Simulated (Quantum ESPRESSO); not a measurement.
## Sr: relaxation of cell and atoms

- system: Sr (P-1, 1 atom in the cell)
- method: Kohn-Sham DFT of a periodic cell, WC, GBRV 1.5 LDA, no spin polarisation (Quantum ESPRESSO 7.5)

The structure derives from a Materials Project entry.

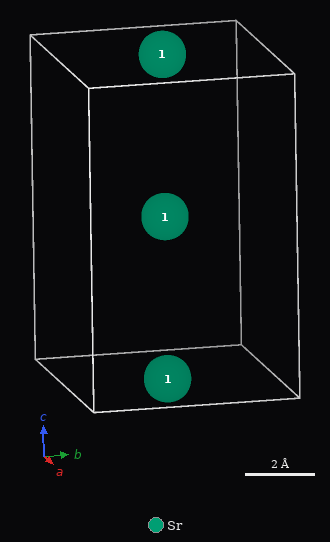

*The structure as given in the input (ball-and-stick view of the 2 repeat of the cell, with the vacuum cut short, seen slightly off an axis; atoms are numbered from 1 in the order of the input). An atom can appear more than once, as a periodic image.*

### Input file
```
&CONTROL
  calculation = 'vc-relax'
  prefix = 'pwscf'
  outdir = './tmp'
  pseudo_dir = './pseudo'
  tprnfor = .true.
  tstress = .true.
  disk_io = 'low'
  nstep = 40
  forc_conv_thr = 0.0004
  etot_conv_thr = 1d-05
/
&SYSTEM
  ibrav = 0
  nat = 1
  ntyp = 1
  ecutwfc = 45
  ecutrho = 360
  nbnd = 10
  input_dft = 'wc'
  occupations = 'smearing'
  smearing = 'gaussian'
  degauss = 0.01469973
/
&ELECTRONS
  conv_thr = 2d-10
  electron_maxstep = 120
  mixing_beta = 0.5
/
&IONS
  ion_dynamics = 'bfgs'
/
&CELL
  cell_dynamics = 'bfgs'
  press = 0
  press_conv_thr = 0.3
/
ATOMIC_SPECIES
Sr    87.6200 sr_lda_v1.uspp.F.UPF
CELL_PARAMETERS bohr
  21.2067129853    1.5498162111   -0.7719901416
  -9.2611762922   15.2792576729   -0.4446434486
  -0.3106270199   -0.3859303383    9.0720213023
ATOMIC_POSITIONS bohr
Sr     0.0000000000    0.0000000000    0.0000000000
K_POINTS automatic
2 2 4 0 0 0
```

Machine: 1 thread of AMD EPYC (Zen 5), 16 GiB of memory available, shared host.

Launched with:
```bash
OMP_NUM_THREADS=1 pw.x -in pw.in > pw.out
```

### What the program printed
```
This program is part of the open-source Quantum ESPRESSO suite
     for quantum simulation of materials; please cite
         "P. Giannozzi et al., J. Phys.:Condens. Matter 21 395502 (2009);
         "P. Giannozzi et al., J. Phys.:Condens. Matter 29 465901 (2017);
         "P. Giannozzi et al., J. Chem. Phys. 152 154105 (2020);
          URL
     in publications or presentations arising from this work. More details at

     IMPORTANT: XC functional enforced from input :
     Exchange-correlation= WC
                           (   1   4  11   4   0   0   0)
     Any further DFT definition will be discarded
     Please, verify this is what you really want

     Message from routine setup:
     using ibrav=0 with symmetry is DISCOURAGED, use correct ibrav instead

     G-vector sticks info
     --------------------
     sticks:   dense  smooth     PW     G-vecs:    dense   smooth      PW
     Sum        9711    4859   1401               353057   124765   19331

     Using Slab Decomposition

     bravais-lattice index     =            0
     lattice parameter (alat)  =      21.2773  a.u.
     unit-cell volume          =    3059.9056 (a.u.)^3
     number of atoms/cell      =            1
     number of atomic types    =            1
     number of electrons       =        10.00
     number of Kohn-Sham states=           10
     kinetic-energy cutoff     =      45.0000  Ry
     charge density cutoff     =     360.0000  Ry
     scf convergence threshold =      2.0E-10
     mixing beta               =       0.5000
     number of iterations used =            8  plain     mixing
     energy convergence thresh.=      1.0E-05
     force convergence thresh. =      4.0E-04
     press convergence thresh. =      3.0E-01
     Exchange-correlation= WC
                           (   1   4  11   4   0   0   0)
     nstep                     =           40

     celldm(1)=  21.277278  celldm(2)=   0.000000  celldm(3)=   0.000000
     celldm(4)=   0.000000  celldm(5)=   0.000000  celldm(6)=   0.000000

     crystal axes: (cart. coord. in units of alat)
               a(1) = (   0.996684   0.072839  -0.036282 )
               a(2) = (  -0.435261   0.718102  -0.020898 )
               a(3) = (  -0.014599  -0.018138   0.426371 )

     reciprocal axes: (cart. coord. in units 2 pi/alat)
               b(1) = (  0.962668  0.585183  0.057856 )
               b(2) = ( -0.095695  1.336115  0.053563 )
               b(3) = (  0.077229  0.115283  2.352922 )

     PseudoPot. # 1 for Sr read from file:
     sr_lda_v1.uspp.F.UPF
     Pseudo is Ultrasoft + core correction, Zval = 10.0
     Generated by new atomic code, or converted to UPF format
     Using radial grid of  883 points,  6 beta functions with:
                l(1) =   0
                l(2) =   0
                l(3) =   1
                l(4) =   1
                l(5) =   2
                l(6) =   2
     Q(r) pseudized with  6 coefficients,  rinner =    1.400   1.400   1.400
                                                       1.400   1.400

     atomic species   valence    mass     pseudopotential
     Sr               10.00    87.62000     Sr( 1.00)

      2 Sym. Ops., with inversion, found

   Cartesian axes

     site n.     atom                  positions (alat units)
         1        Sr     tau(   1) = (   0.0000000   0.0000000   0.0000000  )

     number of k points=    12  Gaussian smearing, width (Ry)=  0.0147
                       cart. coord. in units 2pi/alat
        k(    1) = (   0.0000000   0.0000000   0.0000000), wk =   0.1250000
        k(    2) = (   0.0193072   0.0288208   0.5882305), wk =   0.2500000
        k(    3) = (  -0.0386143  -0.0576415  -1.1764610), wk =   0.1250000
        k(    4) = (   0.0478476  -0.6680574  -0.0267813), wk =   0.1250000
        k(    5) = (   0.0671548  -0.6392367   0.5614492), wk =   0.2500000
        k(    6) = (   0.0092333  -0.7256990  -1.2032424), wk =   0.1250000
        k(    7) = (  -0.4813338  -0.2925914  -0.0289280), wk =   0.1250000
        k(    8) = (  -0.4620267  -0.2637707   0.5593025), wk =   0.2500000
        k(    9) = (  -0.5199481  -0.3502330  -1.2053890), wk =   0.1250000
        k(   10) = (  -0.4334862  -0.9606489  -0.0557093), wk =   0.1250000
        k(   11) = (  -0.4141790  -0.9318281   0.5325212), wk =   0.2500000
        k(   12) = (  -0.4721005  -1.0182904  -1.2321703), wk =   0.1250000

     Dense  grid:   353057 G-vectors     FFT dimensions: ( 135, 108,  60)

     Smooth grid:   124765 G-vectors     FFT dimensions: (  96,  80,  40)

     Initial potential from superposition of free atoms

     starting charge       9.9730, renormalised to      10.0000

     negative rho (up, down):  6.366E-02 0.000E+00
     Starting wfcs are   13 randomized atomic wfcs

     Self-consistent Calculation

     iteration #  1     ecut=    45.00 Ry     beta= 0.50
     Davidson diagonalization with overlap
     ethr =  1.00E-02,  avg # of iterations =  2.0

     Threshold (ethr) on eigenvalues was too large:
     Diagonalizing with lowered threshold

     Davidson diagonalization with overlap
     ethr =  1.97E-04,  avg # of iterations =  3.0

     negative rho (up, down):  6.434E-02 0.000E+00

     total energy              =     -70.22839776 Ry
     estimated scf accuracy    <       0.01976171 Ry

     iteration #  2     ecut=    45.00 Ry     beta= 0.50
     Davidson diagonalization with overlap
     ethr =  1.98E-04,  avg # of iterations =  1.8

     negative rho (up, down):  6.567E-02 0.000E+00

     total energy              =     -70.22925690 Ry
     estimated scf accuracy    <       0.00270924 Ry

     iteration #  3     ecut=    45.00 Ry     beta= 0.50
     Davidson diagonalization with overlap
     ethr =  2.71E-05,  avg # of iterations =  4.1

     negative rho (up, down):  6.627E-02 0.000E+00

     total energy              =     -70.22972705 Ry
     estimated scf accuracy    <       0.00017042 Ry

     iteration #  4     ecut=    45.00 Ry     beta= 0.50
     Davidson diagonalization with overlap
     ethr =  1.70E-06,  avg # of iterations =  3.5

     negative rho (up, down):  6.633E-02 0.000E+00

     total energy              =     -70.22978662 Ry
     estimated scf accuracy    <       0.00001412 Ry

     iteration #  5     ecut=    45.00 Ry     beta= 0.50
     Davidson diagonalization with overlap
     ethr =  1.41E-07,  avg # of iterations =  3.6

     negative rho (up, down):  6.629E-02 0.000E+00

     total energy              =     -70.22979283 Ry
     estimated scf accuracy    <       0.00000271 Ry

     iteration #  6     ecut=    45.00 Ry     beta= 0.50
     Davidson diagonalization with overlap
     ethr =  2.71E-08,  avg # of iterations =  3.2

     negative rho (up, down):  6.629E-02 0.000E+00

     total energy              =     -70.22979339 Ry
     estimated scf accuracy    <       0.00000003 Ry

     iteration #  7     ecut=    45.00 Ry     beta= 0.50
     Davidson diagonalization with overlap
     ethr =  3.45E-10,  avg # of iterations =  4.1

     negative rho (up, down):  6.628E-02 0.000E+00

     total energy              =     -70.22979339 Ry
     estimated scf accuracy    <          4.2E-09 Ry

     iteration #  8     ecut=    45.00 Ry     beta= 0.50
     Davidson diagonalization with overlap
     ethr =  4.19E-11,  avg # of iterations =  3.4

     negative rho (up, down):  6.628E-02 0.000E+00

     total energy              =     -70.22979334 Ry
     estimated scf accuracy    <          2.7E-10 Ry

     iteration #  9     ecut=    45.00 Ry     beta= 0.50
     Davidson diagonalization with overlap
     ethr =  2.68E-12,  avg # of iterations =  3.9

     negative rho (up, down):  6.628E-02 0.000E+00

     End of self-consistent calculation

          k = 0.0000 0.0000 0.0000 ( 15587 PWs)   bands (ev):

   -39.6020 -21.5365 -21.5364 -21.4528  -3.1354  -0.5882  -0.5341  -0.4212
    -0.2487  -0.1843

          k = 0.0193 0.0288 0.5882 ( 15606 PWs)   bands (ev):

   -39.6017 -21.5354 -21.5353 -21.4653  -2.6151  -0.5377  -0.4817  -0.4208
    -0.0725  -0.0259

          k =-0.0386-0.0576-1.1765 ( 15580 PWs)   bands (ev):

   -39.6013 -21.5344 -21.5343 -21.4777  -1.5242  -1.0161  -0.5909  -0.5762
     0.1343   0.1573

          k = 0.0478-0.6681-0.0268 ( 15598 PWs)   bands (ev):

   -39.6020 -21.5365 -21.5364 -21.4528  -3.1109  -0.7634  -0.5809  -0.4919
    -0.2413  -0.1421

          k = 0.0672-0.6392 0.5614 ( 15609 PWs)   bands (ev):

   -39.6017 -21.5354 -21.5353 -21.4653  -2.5867  -0.6526  -0.5551  -0.3800
    -0.0654   0.0020

          k = 0.0092-0.7257-1.2032 ( 15602 PWs)   bands (ev):

   -39.6013 -21.5344 -21.5343 -21.4777  -1.4893  -0.9894  -0.6119  -0.5922
     0.1420   0.1698

          k =-0.4813-0.2926-0.0289 ( 15614 PWs)   bands (ev):

   -39.6020 -21.5365 -21.5364 -21.4528  -3.1274  -0.7257  -0.5410  -0.4454
    -0.2320  -0.1573

          k =-0.4620-0.2638 0.5593 ( 15581 PWs)   bands (ev):

   -39.6017 -21.5354 -21.5353 -21.4653  -2.6061  -0.6229  -0.4906  -0.4038
    -0.0657  -0.0086

          k =-0.5199-0.3502-1.2054 ( 15604 PWs)   bands (ev):

   -39.6013 -21.5344 -21.5343 -21.4777  -1.5148  -1.0082  -0.6016  -0.5776
     0.1366   0.1633

          k =-0.4335-0.9606-0.0557 ( 15598 PWs)   bands (ev):

   -39.6020 -21.5365 -21.5364 -21.4528  -3.1124  -0.7666  -0.5527  -0.4995
    -0.2362  -0.1474

          k =-0.4142-0.9318 0.5325 ( 15596 PWs)   bands (ev):

   -39.6017 -21.5354 -21.5353 -21.4653  -2.5881  -0.6543  -0.5443  -0.3821
    -0.0622  -0.0016

          k =-0.4721-1.0183-1.2322 ( 15582 PWs)   bands (ev):

   -39.6013 -21.5344 -21.5343 -21.4777  -1.4900  -0.9898  -0.6123  -0.5913
     0.1431   0.1686

     the Fermi energy is    -1.2526 ev

!    total energy              =     -70.22979331 Ry
     estimated scf accuracy    <          3.1E-11 Ry
     smearing contrib. (-TS)   =      -0.00086124 Ry
     internal energy E=F+TS    =     -70.22893207 Ry

     The total energy is F=E-TS. E is the sum of the following terms:
     one-electron contribution =     -68.44220585 Ry
     hartree contribution      =      32.24062731 Ry
     xc contribution           =     -18.01112774 Ry
     ewald contribution        =     -16.01622578 Ry

     convergence has been achieved in   9 iterations

     negative rho (up, down):  6.628E-02 0.000E+00

     Forces acting on atoms (cartesian axes, Ry/au):

     atom    1 type  1   force =     0.00000000    0.00000000    0.00000000

     Total force =     0.000000     Total SCF correction =     0.000000

     Computing stress (Cartesian axis) and pressure

     negative rho (up, down):  6.628E-02 0.000E+00
          total   stress  (Ry/bohr**3)                   (kbar)     P=       -0.40
  -0.00000014   0.00000004   0.00000027           -0.02        0.01        0.04
   0.00000004  -0.00000021   0.00000032            0.01       -0.03        0.05
   0.00000027   0.00000032  -0.00000786            0.04        0.05       -1.16

     BFGS Geometry Optimization
     Energy error            =      4.8E-06 Ry
     Gradient error          =      0.0E+00 Ry/Bohr
     Cell gradient error     =      1.2E+00 kbar

     number of scf cycles    =   1
     number of bfgs steps    =   0

     enthalpy           new  =     -70.2297933090 Ry

     new trust radius        =       0.0021761399 bohr
     new conv_thr            =       0.0000000002 Ry

     new unit-cell volume =   3059.27821 a.u.^3 (   453.33826 Ang^3 )
     density =      0.32094 g/cm^3

CELL_PARAMETERS (bohr)
  21.206636071   1.549822636  -0.771683227
  -9.261132415  15.279166086  -0.444495093
  -0.310565248  -0.385855397   9.070234185

ATOMIC_POSITIONS (bohr)
Sr               0.0000000000        0.0000000000        0.0000000000

     NEW-OLD atomic charge density approx. for the potential
     New effective cutoffs (rho, wfc):  360.10   45.01

     negative rho (up, down):  6.628E-02 0.000E+00

     Self-consistent Calculation

     iteration #  1     ecut=    45.00 Ry     beta= 0.50
     Davidson diagonalization with overlap
     ethr =  1.00E-06,  avg # of iterations =  2.0

     Threshold (ethr) on eigenvalues was too large:
     Diagonalizing with lowered threshold

     Davidson diagonalization with overlap
     ethr =  3.43E-11,  avg # of iterations =  4.6

     negative rho (up, down):  6.628E-02 0.000E+00

     total energy              =     -70.22979817 Ry
     estimated scf accuracy    <          2.7E-09 Ry

[... 86 further cycles ...]
     iteration #  2     ecut=    45.00 Ry     beta= 0.50
     Davidson diagonalization with overlap
     ethr =  2.16E-04,  avg # of iterations =  2.0

     negative rho (up, down):  6.580E-02 0.000E+00

     total energy              =     -70.22990662 Ry
     estimated scf accuracy    <       0.00287036 Ry

     iteration #  3     ecut=    45.00 Ry     beta= 0.50
     Davidson diagonalization with overlap
     ethr =  2.87E-05,  avg # of iterations =  3.6

     negative rho (up, down):  6.626E-02 0.000E+00

     total energy              =     -70.23038254 Ry
     estimated scf accuracy    <       0.00018311 Ry

     iteration #  4     ecut=    45.00 Ry     beta= 0.50
     Davidson diagonalization with overlap
     ethr =  1.83E-06,  avg # of iterations =  4.8

     negative rho (up, down):  6.646E-02 0.000E+00

     total energy              =     -70.23044527 Ry
     estimated scf accuracy    <       0.00002859 Ry

     iteration #  5     ecut=    45.00 Ry     beta= 0.50
     Davidson diagonalization with overlap
     ethr =  2.86E-07,  avg # of iterations =  3.1

     negative rho (up, down):  6.640E-02 0.000E+00

     total energy              =     -70.23045748 Ry
     estimated scf accuracy    <       0.00000328 Ry

     iteration #  6     ecut=    45.00 Ry     beta= 0.50
     Davidson diagonalization with overlap
     ethr =  3.28E-08,  avg # of iterations =  3.6

     negative rho (up, down):  6.641E-02 0.000E+00

     total energy              =     -70.23045875 Ry
     estimated scf accuracy    <       0.00000022 Ry

     iteration #  7     ecut=    45.00 Ry     beta= 0.50
     Davidson diagonalization with overlap
     ethr =  2.20E-09,  avg # of iterations =  3.1

     negative rho (up, down):  6.641E-02 0.000E+00

     total energy              =     -70.23045878 Ry
     estimated scf accuracy    <          4.6E-09 Ry

     iteration #  8     ecut=    45.00 Ry     beta= 0.50
     Davidson diagonalization with overlap
     ethr =  4.61E-11,  avg # of iterations =  4.0

     negative rho (up, down):  6.641E-02 0.000E+00

     total energy              =     -70.23045872 Ry
     estimated scf accuracy    <          7.9E-10 Ry

     iteration #  9     ecut=    45.00 Ry     beta= 0.50
     Davidson diagonalization with overlap
     ethr =  7.89E-12,  avg # of iterations =  2.7

     negative rho (up, down):  6.641E-02 0.000E+00

     total energy              =     -70.23045871 Ry
     estimated scf accuracy    <          1.1E-10 Ry

     iteration # 10     ecut=    45.00 Ry     beta= 0.50
     Davidson diagonalization with overlap
     ethr =  1.13E-12,  avg # of iterations =  4.1

     negative rho (up, down):  6.641E-02 0.000E+00

     total energy              =     -70.23045870 Ry
     estimated scf accuracy    <          5.1E-12 Ry

     iteration # 11     ecut=    45.00 Ry     beta= 0.50
     Davidson diagonalization with overlap
     ethr =  1.00E-13,  avg # of iterations =  3.2

     negative rho (up, down):  6.641E-02 0.000E+00

     End of self-consistent calculation

          k = 0.0000 0.0000 0.0000 ( 14763 PWs)   bands (ev):

   -39.4575 -21.4030 -21.4027 -21.2911  -3.1740  -0.5729  -0.5275  -0.4160
    -0.2005  -0.1325

          k = 0.0183 0.0276 0.6191 ( 14775 PWs)   bands (ev):

   -39.4567 -21.4010 -21.4007 -21.3139  -2.5783  -0.5276  -0.4729  -0.3181
     0.0186   0.0673

          k =-0.0365-0.0552-1.2382 ( 14786 PWs)   bands (ev):

   -39.4559 -21.3990 -21.3987 -21.3365  -1.3021  -0.9125  -0.5967  -0.5834
     0.2840   0.3057

          k = 0.0481-0.6689-0.0268 ( 14794 PWs)   bands (ev):

   -39.4575 -21.4030 -21.4027 -21.2911  -3.1511  -0.7521  -0.5729  -0.4666
    -0.1928  -0.0879

          k = 0.0664-0.6413 0.5923 ( 14778 PWs)   bands (ev):

   -39.4567 -21.4010 -21.4007 -21.3139  -2.5506  -0.6364  -0.5439  -0.2701
     0.0261   0.0967

          k = 0.0116-0.7241-1.2651 ( 14820 PWs)   bands (ev):

   -39.4559 -21.3990 -21.3987 -21.3365  -1.2666  -0.8872  -0.6147  -0.5977
     0.2915   0.3176

          k =-0.4816-0.2928-0.0289 ( 14780 PWs)   bands (ev):

   -39.4575 -21.4030 -21.4027 -21.2911  -3.1667  -0.7139  -0.5208  -0.4395
    -0.1824  -0.1041

          k =-0.4634-0.2652 0.5902 ( 14792 PWs)   bands (ev):

   -39.4567 -21.4010 -21.4007 -21.3139  -2.5696  -0.6070  -0.4816  -0.2973
     0.0265   0.0854

          k =-0.5182-0.3480-1.2672 ( 14768 PWs)   bands (ev):

   -39.4559 -21.3990 -21.3987 -21.3365  -1.2925  -0.9052  -0.6056  -0.5846
     0.2862   0.3114

          k =-0.4335-0.9617-0.0558 ( 14784 PWs)   bands (ev):

   -39.4575 -21.4030 -21.4027 -21.2911  -3.1524  -0.7552  -0.5453  -0.4751
    -0.1873  -0.0934

          k =-0.4153-0.9341 0.5633 ( 14779 PWs)   bands (ev):

   -39.4567 -21.4010 -21.4007 -21.3139  -2.5520  -0.6380  -0.5336  -0.2728
     0.0294   0.0929

          k =-0.4700-1.0169-1.2940 ( 14794 PWs)   bands (ev):

   -39.4559 -21.3990 -21.3987 -21.3365  -1.2673  -0.8877  -0.6150  -0.5969
     0.2925   0.3165

     the Fermi energy is    -1.0927 ev

!    total energy              =     -70.23045869 Ry
     estimated scf accuracy    <          2.0E-13 Ry
     smearing contrib. (-TS)   =      -0.00175720 Ry
     internal energy E=F+TS    =     -70.22870149 Ry

     The total energy is F=E-TS. E is the sum of the following terms:
     one-electron contribution =     -69.17293460 Ry
     hartree contribution      =      32.66130865 Ry
     xc contribution           =     -18.02441518 Ry
     ewald contribution        =     -15.69266036 Ry

     convergence has been achieved in  11 iterations

     negative rho (up, down):  6.641E-02 0.000E+00

     Forces acting on atoms (cartesian axes, Ry/au):

     atom    1 type  1   force =     0.00000000    0.00000000    0.00000000

     Total force =     0.000000     Total SCF correction =     0.000000

     Computing stress (Cartesian axis) and pressure

     negative rho (up, down):  6.641E-02 0.000E+00
          total   stress  (Ry/bohr**3)                   (kbar)     P=       -0.02
  -0.00000016   0.00000007  -0.00000000           -0.02        0.01       -0.00
   0.00000007  -0.00000025  -0.00000002            0.01       -0.04       -0.00
  -0.00000000  -0.00000002   0.00000005           -0.00       -0.00        0.01

=------------------------------------------------------------------------------=
   JOB DONE.
=------------------------------------------------------------------------------=
```

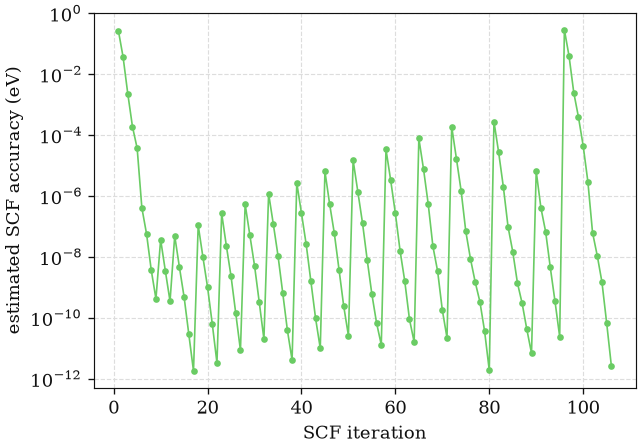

*Convergence of the self-consistent field: estimated SCF accuracy against the iteration.*

The field takes 106 iterations in all.

### Results in brief

| quantity | value |
| --- | --- |
| outcome | converged |
| space group (tolerance 0.01 Å) | P-1 (2) |
| electrons treated | 10 |
| free energy | −955.5341 eV |
| Fermi energy | −1.093 eV |
| gap on the k-point mesh | 0.35 eV |
| pressure | 0.00 GPa |
| final volume | 429.77 Å³ |
| largest force (length of the vector) at the end | under 0.001 eV/Å |
| final cell | a = 11.247 Å, b = 9.443 Å, c = 4.567 Å, α = 92.37°, β = 94.00°, γ = 116.97° |
| wall time | 6.9 min |
| peak memory | 1.2 GiB |

Further notes kept with the run: potentials made for another functional. Notes on the run: negative rho. Points of doubt noted for this run: potentials made for another functional.
